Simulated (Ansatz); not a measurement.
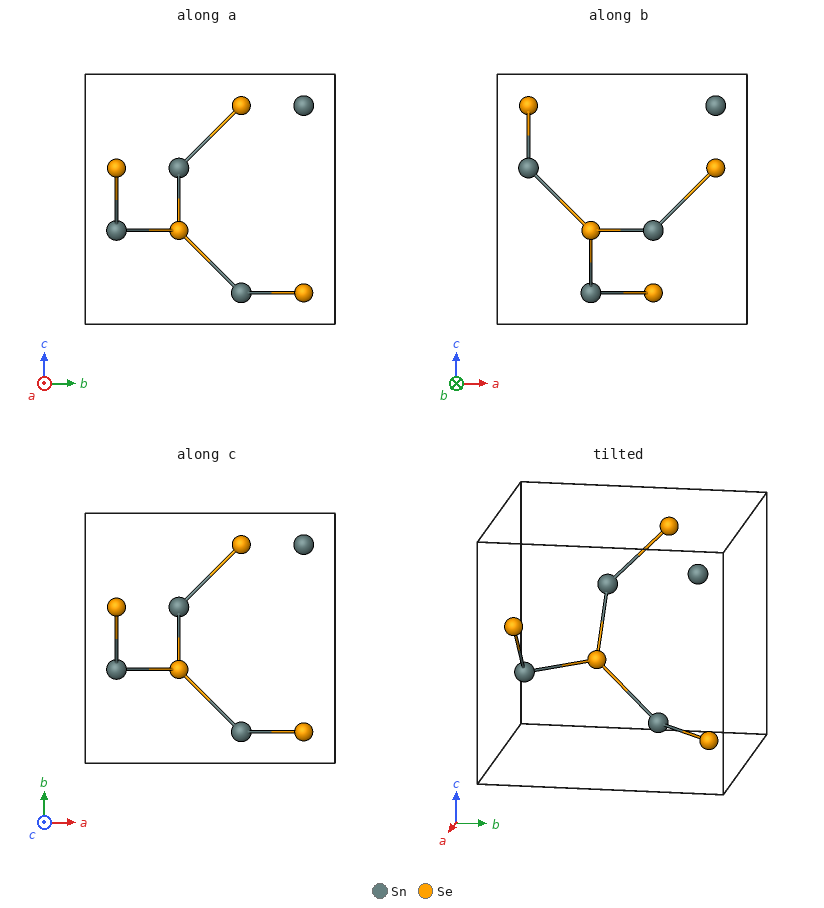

Shown here is a ball-and-stick view of the crystal, taken along the a axis, along the b axis, along the c axis and slightly off an axis. Thin lines show the conventional unit cell, with boundary atoms drawn in all their periodic places.

Lattice parameters: a = 7.838 Å, b = 7.838 Å, c = 7.838 Å, α = 90.00°, β = 90.00°, γ = 90.00°. Put a along x and b in the xy plane.

### Record the structure as a POSCAR file.

```
Sn Se
1.0
     7.838    0.000    0.000
     0.000    7.838    0.000
     0.000    0.000    7.838
Sn Se
4 4
Direct
  0.8750 0.8750 0.8750
  0.6250 0.1250 0.3750
  0.1250 0.3750 0.6250
  0.3750 0.6250 0.1250
  0.3750 0.3750 0.3750
  0.1250 0.6250 0.8750
  0.6250 0.8750 0.1250
  0.8750 0.1250 0.6250
```

Starting structure: a structure type filled with these elements by a generator (whether the compound takes this form wasn't checked). What is shown is the relaxed result from Ansatz 0.2.0, DFT PBE, scalar-relativistic, plane waves, PAW.
